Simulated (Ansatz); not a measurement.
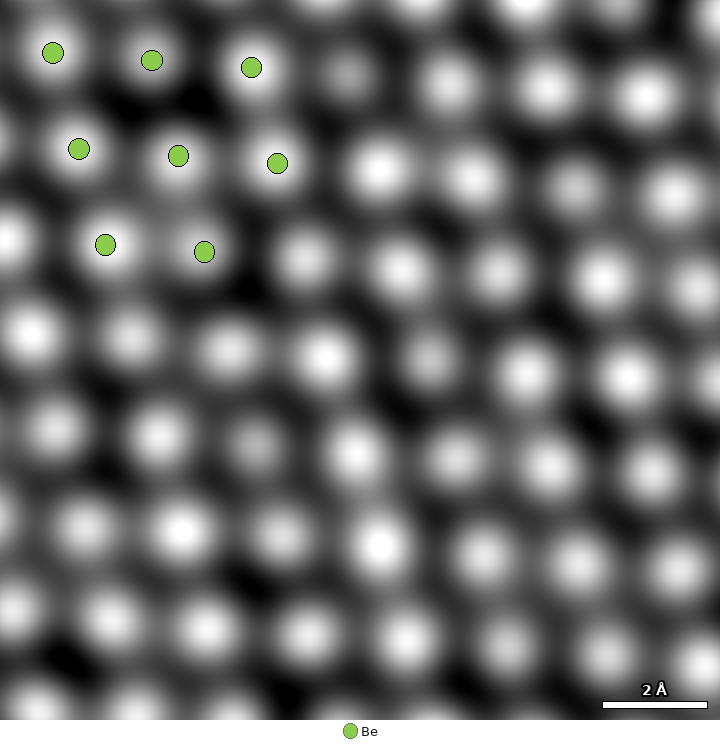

iDPC-like image of Be (Fm-3m, No. 225) along [110]. Simulated as the projected potential of neutral atoms (B = 0.5 Å²) blurred by a 1.04 Å probe, the thin-sample limit of integrated differential phase contrast. The speckle of an amorphous layer was added. Structure: the input geometry of a calculation; the starting structure was generated, so it need not be a known form of this composition.

Coloured dots in one corner mark the columns of the model.

Describe what the image shows.

Answer. The columns repeat on a centred rectangular net of 2.23 × 3.16 Å (plane group c2mm). All columns are alike (Be). The shortest distance between visible columns is 1.93 Å in projection. Along the beam the structure repeats every 2.23 Å.
